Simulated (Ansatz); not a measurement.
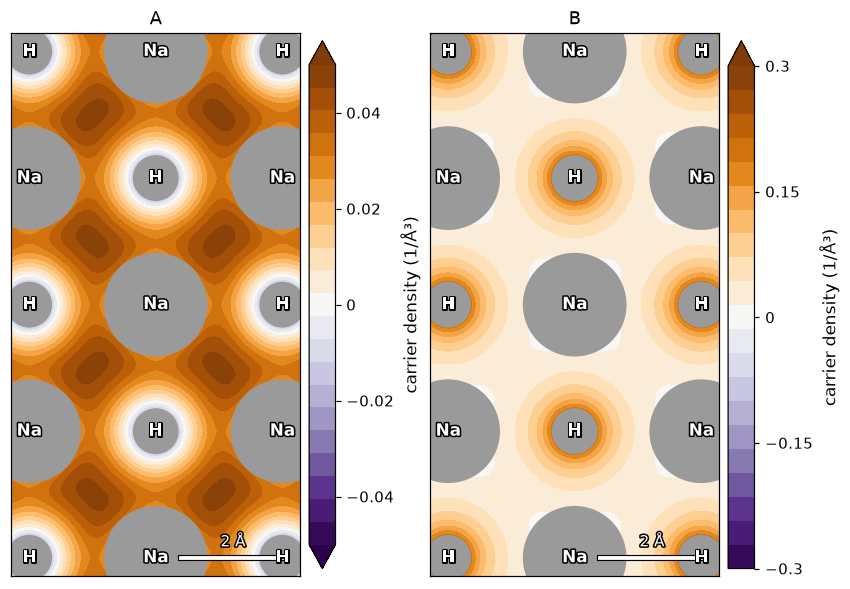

NaH, doped once with holes and once with electrons (0.2 e in the calculation's cell of 2 atoms, uniform background, atoms fixed). Each panel shows the carrier's density (positive where it sits) on the (010) plane of the conventional cell; grey discs cover the cores. Cores are masked to 1.0 Å (Na) and 0.4 Å (H). This is very heavy doping.

Space group Fm-3m.

Level of theory: DFT PBE, scalar-relativistic, plane waves, PAW (Ansatz 0.2.0).

**Which panel shows the hole and which the electron?**

A is the electron: outside the cores it is densest 2.1 Å from a sodium nucleus and 2.1 Å from a hydrogen one; it divides as H about 70 % and Na about 30 %. B is the hole: outside the cores it is densest at the edge of the masked core of H; it divides as H about 85 % and Na about 15 %. Shares are sums over atomic cells sized by the Bader volumes, which fill 35 % (Na) and 65 % (H) of the cell, so only an excess over these marks a preference; they are shares of the net change, screening included, and the band-edge orbitals themselves can be more concentrated.

Run times: 12 s (electron) and 11 s (hole), on 1 thread of Intel(R) Xeon(R) 6975P-C (Granite Rapids) (shared host).
